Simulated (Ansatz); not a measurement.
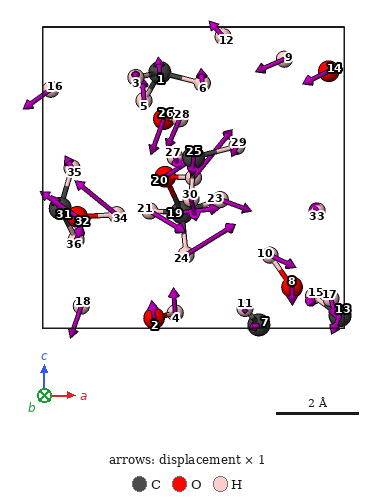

This is a relaxation of an amorphous cell of composition H₄CO. The starting structure is drawn; purple arrows show the displacements, at their true length.

Style: ball-and-stick. Shown: the cell of the calculation (origin shifted), along the b axis.

The cell holds 6 CH3OH. The run prepares the start of a later molecular dynamics calculation, from a guessed geometry.

Computed with Ansatz 0.2.0, DFT r2SCAN-D3(BJ), scalar-relativistic, plane waves, PAW.

The input:
```yaml
crystal:
  lattice:
    - [7.380323, 0.0, 0.0]
    - [0.0, 7.380323, 0.0]
    - [0.0, 0.0, 7.380323]
  atoms:
    - { symbol: C, position: [0.1179041, -0.0192496, -0.0314122] }
    - { symbol: O, position: [0.0988257, 0.0327549, 0.1532608] }
    - { symbol: H, position: [0.0384408, -0.1425417, -0.0481032] }
    - { symbol: H, position: [0.1688935, 0.142594, 0.1705785] }
    - { symbol: H, position: [0.0653164, 0.0837753, -0.1247025] }
    - { symbol: H, position: [0.2590279, -0.0488391, -0.0673456] }
    - { symbol: C, position: [0.4465837, 0.604835, 0.1309448] }
    - { symbol: O, position: [0.5568189, 0.7018582, 0.2558738] }
    - { symbol: H, position: [0.5310894, 0.5788135, 0.0127264] }
    - { symbol: H, position: [0.4835444, 0.7262263, 0.3622273] }
    - { symbol: H, position: [0.4006215, 0.4745554, 0.1856932] }
    - { symbol: H, position: [0.3279237, 0.6832004, 0.0878011] }
    - { symbol: C, position: [0.7160833, 0.2670355, 0.161791] }
    - { symbol: O, position: [0.6788289, 0.2770218, -0.0271136] }
    - { symbol: H, position: [0.6280408, 0.3662234, 0.226631] }
    - { symbol: H, position: [0.7562394, 0.189371, -0.087105] }
    - { symbol: H, position: [0.6857156, 0.1329596, 0.2182192] }
    - { symbol: H, position: [0.8571719, 0.3014319, 0.1933121] }
    - { symbol: C, position: [0.1909503, 0.3806746, 0.503921] }
    - { symbol: O, position: [0.1360137, 0.2390457, 0.6226466] }
    - { symbol: H, position: [0.0842899, 0.4826156, 0.5089757] }
    - { symbol: H, position: [0.2296588, 0.1468689, 0.619809] }
    - { symbol: H, position: [0.3185497, 0.4437266, 0.5466473] }
    - { symbol: H, position: [0.2051667, 0.3341758, 0.3634986] }
    - { symbol: C, position: [0.2303118, 0.7395586, 0.6865235] }
    - { symbol: O, position: [0.1312932, 0.6341673, 0.8140404] }
    - { symbol: H, position: [0.1688972, 0.8738036, 0.6872212] }
    - { symbol: H, position: [0.1842849, 0.5138985, 0.8151802] }
    - { symbol: H, position: [0.3735686, 0.7530108, 0.7236613] }
    - { symbol: H, position: [0.2215053, 0.6843532, 0.5488373] }
    - { symbol: C, position: [0.7873057, 0.8909864, 0.5177142] }
    - { symbol: O, position: [0.8436327, 0.7087664, 0.4895064] }
    - { symbol: H, position: [0.6399214, 0.8905203, 0.5092527] }
    - { symbol: H, position: [0.9748547, 0.7066678, 0.4966068] }
    - { symbol: H, position: [0.8267252, 0.9420881, 0.6515702] }
    - { symbol: H, position: [0.8402465, 0.9830758, 0.4137935] }
basis:
  ecutwfc: 500.0
kpoints:
  mp_grid: { grid: [1, 1, 1] }
hamiltonian:
  xc: r2scan
  dispersion: d3bj
scf:
  occupations: { method: fermi_dirac, width: 0.02 }
  lower_state_search: "off"
relax:
  f_tol: 0.3
  max_steps: 15
  adjacent_minimum: "off"
```

Launched with:
```bash
ansatz run input.yaml --threads 1 --pin off --max-ram 3072MiB --backend cpu --events-out ev --progress --plain --runs-dir out
```

Q: Atoms of which element are displaced furthest, and by how much?

A: Hydrogen: up to 1.86 Å, against 1.19 Å for oxygen.

Q: Describe the change and its energy.

A: The largest move is that of H22, 1.86 Å along [1 1 1]. Largest moves by element: H 1.86 Å, O 1.19 Å, C 1.03 Å. The cell stays as it was. Near-neighbour distances that change, for instance: C13–O14 1.423 → 1.436 Å, C19–O20 1.423 → 1.431 Å, O14–H16 0.970 → 0.963 Å, C7–H9 1.090 → 1.096 Å. Bond angles that change, for instance: C7–O8–H10 107.4° → 110.8°, C31–O32–H34 107.4° → 104.1°. The energy falls by 50.7 meV per atom in 12 accepted moves (13 points after the start). The largest force component goes from 0.71 to 0.22 eV/Å. 1 step only repeated the SCF at the same geometry.

Limits of the set-up: the periodic images lie only 7.4 Å apart, so the values are limited by the cell's size.
